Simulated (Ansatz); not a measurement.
# Ge: single-point calculation

- system: Ge (4 atoms in the cell)
- method: DFT, PBE, plane waves, PAW, no spin polarisation (Ansatz 0.2.0)

The structure derives from a Materials Project entry. Some settings of this run were made unusual or wrong on purpose. Figures and captions count atoms from 1; the log counts them from 0 in places.

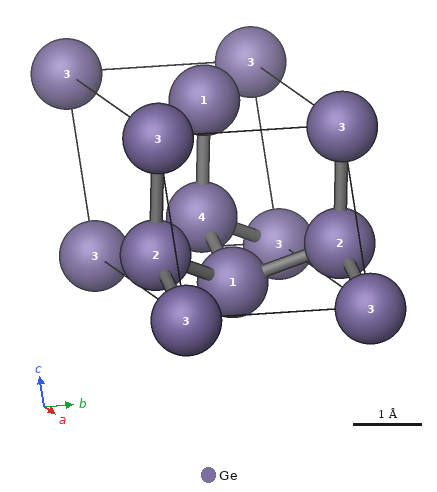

The structure (ball-and-stick view of the cell of the calculation, set on other vectors, seen slightly off an axis; atoms are numbered from 1 in the order of the input). Near neighbours in the crystal (not all of them lie inside the picture): Ge has 4 Ge at 1.71 to 1.80 Å.

The input:
```yaml
crystal:
  lattice:
    - [2.0158711, 2.0158711, 0.0]
    - [-2.0158711, 2.0158711, 0.0]
    - [0.34210467, 0.34210467, 4.0317422]
  atoms:
    - { symbol: Ge, position: [0.5115546522, 0.5, 0.4982288333] }
    - { symbol: Ge, position: [0.4884453478, 0.0, 0.2517711667] }
    - { symbol: Ge, position: [0.0115546522, 0.0, -0.0017711667] }
    - { symbol: Ge, position: [-0.0115546522, 0.5, 0.7517711667] }
basis:
  ecutwfc: 420
kpoints:
  mp_grid: { grid: [14, 14, 10] }
hamiltonian:
  xc: pbe
scf:
  occupations: { method: gaussian, width: 0.1 }
  max_iter: 80
output:
  forces: true
  eigenvalues: true
  stress: true
```

Machine: 1 thread of Intel Xeon (Granite Rapids), 192 GiB of memory available, shared host.

Launched with:
```bash
ansatz run input.yaml --threads 1 --pin off --max-ram 2560MiB --backend cpu --events-out ev --progress --plain --runs-dir out
```

The program's output:
```
Engine: ansatz 0.2.0, x86_64-unknown-linux-gnu
Pseudopotentials: kind: paw
Pseudopotential: Ge, paw, valence charge 14, recommended cutoff 420 eV (normal), Ge.paw.azcp
Functional definition: PBE
  parameter kappa = 0.804
  parameter beta = 0.06672455060314922
  exchange = pbe_x(kappa = kappa, mu = beta*pi^2/3)
  correlation = pbe_c(beta = beta)
Crystal: 4 atoms, lattice volume = 32.768 Å³
Basis set: ecut = 420 eV, 641 PW (Γ), exchange–correlation on 40×40×60 points (8 copies of the dense FFT grid, shifted against one another)
Bands: 34, of which v1, the nominal top of the filled ones, is band 28 counted from 1 (27 counted from 0)
Symmetry: 8 space group operations
Space group: C2/m (ITA 12), of the structure as read, at distance tolerance 3.2e-5 Å
k-points: 576 of 1960
Non-local potential: Ge, projectors of the file, l = 0: 2, l = 1: 2, l = 2: 3, l = 3: 1
PAW form: soft (Blöchl's): semilocal exchange-correlation on the pseudo side does not see the compensation charge
PAW one-centre angular grid: Ge, 590 points (default); XC on 64 Gauss nodes
Initial density: superposition of atomic densities (neutral atoms: chi_scale 0, normalization atom), corrected by the library's trained network
Initial wavefunctions: pseudopotential atomic-orbital guess
Functional: x = pbe(κ = 0.804, μ = 0.2195149727645171), c = pbe(β = 0.06672455060314922)
SCF iter   1: F=—  HF=-17129.236913 eV  |F-HF|=—  |Δ(HF+E_count)|=         —  Δρ=3.04e-2  dr2=1.29e-1  ethr=1.77e-3  ⟨swp⟩=6.1  Hψ=76252  notcnv=0  defer=18
preconditioner: auto → Kerker (q_TF=auto, 2.983 Å⁻¹)  [metal: Δε(μ)=0.010 eV  Ē_g=29.218 eV  σ=0.100 eV  W_gap=0.05  n_scr=14 (ndim 8)  ℏωp=48.5 eV  f_vac=0.000  D(μ)=0.77/eV (n_scr^D=2)]
SCF iter   2: F=—  HF=-17129.190151 eV  |F-HF|=—  |Δ(HF+E_count)|=   4.68e-2  Δρ=1.56e-2  dr2=3.41e-2  ethr=2.30e-4  ⟨swp⟩=2.1  Hψ=28486  notcnv=0  defer=860
SCF iter   3: F=—  HF=-17129.174680 eV  |F-HF|=—  |Δ(HF+E_count)|=   1.55e-2  Δρ=4.31e-3  dr2=2.94e-3  ethr=6.09e-5  ⟨swp⟩=2.0  Hψ=37301  notcnv=0  defer=860
SCF iter   4: F=—  HF=-17129.173301 eV  |F-HF|=—  |Δ(HF+E_count)|=   1.38e-3  Δρ=9.01e-4  dr2=7.23e-5  ethr=5.24e-6  ⟨swp⟩=2.0  Hψ=34869  notcnv=0  defer=860
SCF iter   5: F=—  HF=-17129.173474 eV  |F-HF|=—  |Δ(HF+E_count)|=   1.73e-4  Δρ=1.12e-4  dr2=2.29e-6  ethr=1.29e-7  ⟨swp⟩=2.0  Hψ=34613  notcnv=0  defer=860
SCF iter   6: F=—  HF=-17129.173494 eV  |F-HF|=—  |Δ(HF+E_count)|=   2.01e-5  Δρ=3.50e-5  dr2=2.99e-7  ethr=4.10e-9  ⟨swp⟩=2.0  Hψ=31981  notcnv=0  defer=860
SCF iter   7: F=-17129.173494 eV  HF=-17129.173494 eV  |F-HF|=4.55e-9  |Δ(HF+E_count)|=   8.03e-9  Δρ=5.77e-6  dr2=8.93e-9  ethr=1.79e-10  ⟨swp⟩=8.9  Hψ=88439  notcnv=0
SCF 1 converged in 7 iterations: F = -17129.173494 eV  dr2 = 8.93e-9
  greatest PAW one-centre occupation: 1.001 electrons in one spin orbital (limit 2), on the Ge atom at site 3 (counted from 0), in its partial waves of l = 2
SCF converged after 7 iterations
Free energy (F): -17129.173494 eV
Harris-Foulkes:  -17129.173494 eV  (|F-HF|=4.55e-9)
Internal energy: -17129.169799 eV  (E = F + TS)
E sigma→0 (E₀):  -17129.171646 eV
Entropy (-TS):   -0.003695 eV (-0.924 meV/atom)
Fermi energy:    30.372585 eV
--- Per-component energies (eV) ---
  E_band       = 382.250883
  E_kinetic    = 552.609765
  E_local      = -6532.907698  (includes V_loc(G=0)·N_el)
  E_nonlocal   = 1721.992712
  E_hartree    = 3102.066983
  E_xc         = -351.296625
  E_vxc        = -321.555001  (∫ρ·V_xc dr)
  E_paw        = -8076.001067  (= ΣΔE_a)
  E_vpaw       = -1242.020895  (= ΣTr[D̂ρ^β])
  E_aug_tail   = 0.001215  (compensation charges beyond the density's cutoff)
  E_ewald      = -7545.635085
  E_smearing   = -0.003695  (= −TS)
  E_closure    = -0.000000  (closes the sum)
  Σ components = -17129.173494   (vs F -17129.173494, Δ=0.00e0)
--- Forces (eV/Å), atoms counted from 1 ---
  atom   1  Ge     7.36905033     7.36905033    -0.23930570
  atom   2  Ge    -7.36905033    -7.36905033     0.23930570
  atom   3  Ge     7.36905033     7.36905033    -0.23930570
  atom   4  Ge    -7.36905033    -7.36905033     0.23930570
  max |Σ_I F_I| component: 1.78e-15 eV/Å
--- Stress (GPa, compression-positive) ---
      651.167539      -1.771177     -27.549551
       -1.771177     651.167539     -27.549551
      -27.549550     -27.549550     664.607376
  P = ⅓ Tr σ = 655.6475 GPa (6556.475 kbar)
--- Band table (eV; the first three rows and the last of 576) ---
  k-point 0: bands = ["-0.0612", "0.1138", "0.1367", "0.2918", "0.3540", "0.3578", "0.3821", "0.3932", "0.7234", "1.7148", "1.7371", "1.9053", "2.0926", "2.1735", "2.3640", "2.7275", "2.9621", "2.9651", "3.0782", "3.1075", "6.0000", "15.7728", "15.8443", "22.9409", "23.2723", "29.8291", "30.0691", "30.7490", "32.3309", "32.7786", "34.1852", "34.3110", "35.6929", "41.7616"]
  k-point 1: bands = ["-0.0672", "0.1179", "0.1405", "0.2148", "0.2865", "0.3771", "0.3823", "0.5508", "0.7490", "1.5206", "1.8974", "1.9283", "1.9392", "2.3221", "2.3794", "2.6914", "2.9507", "2.9878", "3.0586", "3.0882", "6.0992", "14.0009", "17.7687", "23.0626", "23.3748", "29.8608", "30.0503", "30.1968", "31.5446", "32.4509", "34.3564", "35.5320", "35.6092", "40.9319"]
  k-point 2: bands = ["-0.0820", "0.0825", "0.1433", "0.1514", "0.2741", "0.3549", "0.4314", "0.7546", "0.8189", "1.3180", "1.7521", "1.8621", "2.1223", "2.4248", "2.4948", "2.6360", "2.9076", "3.0022", "3.0215", "3.0330", "6.3986", "12.3589", "19.8625", "23.4245", "23.6792", "28.8761", "29.9270", "29.9989", "30.5427", "31.8167", "33.8910", "36.3860", "37.4831", "38.5563"]
  k-point 575: bands = ["-0.2260", "-0.2260", "-0.0282", "-0.0282", "0.8781", "0.8781", "0.9964", "0.9964", "1.1810", "1.1810", "1.7611", "1.7611", "1.8947", "1.8947", "1.9824", "1.9824", "3.1939", "3.1939", "3.2358", "3.2358", "16.1180", "16.1180", "17.8962", "17.8962", "19.5805", "19.5805", "20.1605", "20.1605", "34.9637", "34.9637", "37.0038", "37.0038", "40.0839", "40.0839"]
```

Outcome:

- outcome: converged
- space group (tolerance 0.01 Å): C2/m (12)
- electrons treated: 56
- free energy: −17129.1735 eV
- Fermi energy: 30.373 eV
- gap on the k-point mesh: none (metallic)
- pressure: 655.65 GPa
- largest force (length of the vector): 10.424 eV/Å
- wall time: 17 s
- peak memory: 0.73 GiB

A setting was made wrong on purpose: a lattice far too small (`crystal.lattice`). The atoms are squeezed together and the pressure is enormous. The run converged all the same; its numbers are those of the faulty input and shouldn't be used.
